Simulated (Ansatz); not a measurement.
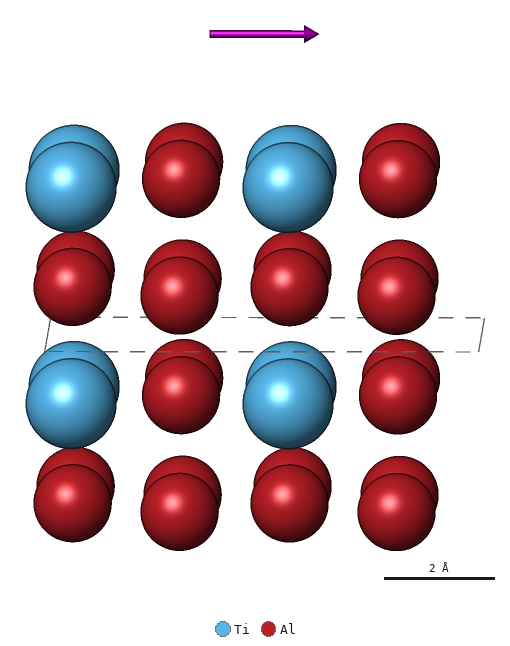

A scan of a crystal of TiAl$_{3}$ (Pm-3m): the crystal above a cut along the (1 0 0) plane of the conventional cell (between a plane of Al/Ti below and one of Al above, 1.97 Å apart) is slid rigidly by fractions of an in-plane lattice vector 3.95 Å long (a generalised stacking fault). One cut stands in each cell, which starts 11.8 Å high; nothing is relaxed, and the dashed outline marks the cut, the arrow on top the direction of slip. The picture shows the perfect crystal around the cut (dashed). Style: spheres-only. Shown: the layers on both sides of the cut, from the side, nearly along the cut plane.

The calculation used Ansatz 0.2.0, DFT PBEsol, scalar-relativistic, plane waves, PAW. Settings: plane-wave cutoff 420 eV; k-point mesh 12 × 12 × 4; occupations gaussian; smearing width 0.15 eV; no spin polarisation. Energies (free energies at the smearing named) are counted from the relaxed crystal.

The input:
```yaml
crystal:
  lattice:
    - [0.0, -3.9483448101, 0.0]
    - [0.0, 0.0, -3.9483448101]
    - [11.8450344302, 0.0, 0.0]
  atoms:
    - { symbol: Ti, position: [0.0, 1.0, 0.3333333333] }
    - { symbol: Ti, position: [0.0, 1.0, 0.6666666667] }
    - { symbol: Ti, position: [0.0, 1.0, 0.0] }
    - { symbol: Al, position: [0.5, 0.0, 0.1666666667] }
    - { symbol: Al, position: [0.5, 0.0, 0.5] }
    - { symbol: Al, position: [0.5, 0.0, 0.8333333333] }
    - { symbol: Al, position: [0.0, 0.5, 0.1666666667] }
    - { symbol: Al, position: [0.0, 0.5, 0.5] }
    - { symbol: Al, position: [0.0, 0.5, 0.8333333333] }
    - { symbol: Al, position: [0.5, 0.5, 0.0] }
    - { symbol: Al, position: [0.5, 0.5, 0.3333333333] }
    - { symbol: Al, position: [0.5, 0.5, 0.6666666667] }
basis:
  ecutwfc: 420
kpoints:
  mp_grid: { grid: [12, 12, 4] }
hamiltonian:
  xc: pbesol
scf:
  occupations: { method: gaussian, width: 0.15 }
output:
  forces: true
  stress: true
  eigenvalues: true
  write_density: true
  write_potential: true
  elf: true
  volumetric_format: npy
```

Command:
```bash
ansatz run input.yaml --threads 2 --pin off --max-ram 5120MiB --backend cpu --events-out ev --progress --plain --runs-dir out
```

### Predict the energy profile (the slip: 0.00, 0.10, 0.20, 0.40, 0.60, 0.80, 1.00).

```
slip (fraction of the lattice vector)  γ (mJ/m²)
                                 0.00          0
                                 0.10        341
                                 0.20       1424
                                 0.40       5152
                                 0.60       5152
                                 0.80       1424
                                 1.00          0
```

Points that are alike by symmetry were computed once.

The curve starts and ends at zero, since a full lattice vector restores the crystal. Its highest computed point is 5152 mJ/m² at slip 0.40 and 0.60. The points are too sparse to place its extrema closely. Relaxation across the fault would lower the values.

As a plot (hollow markers are points alike by symmetry):

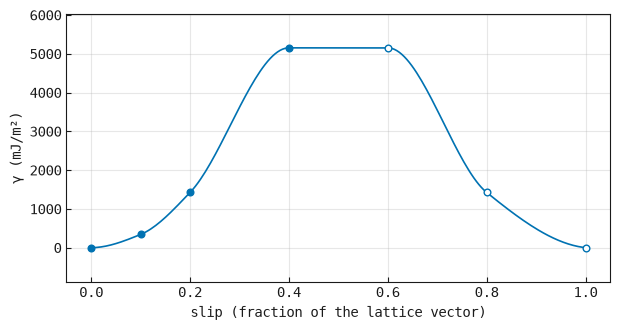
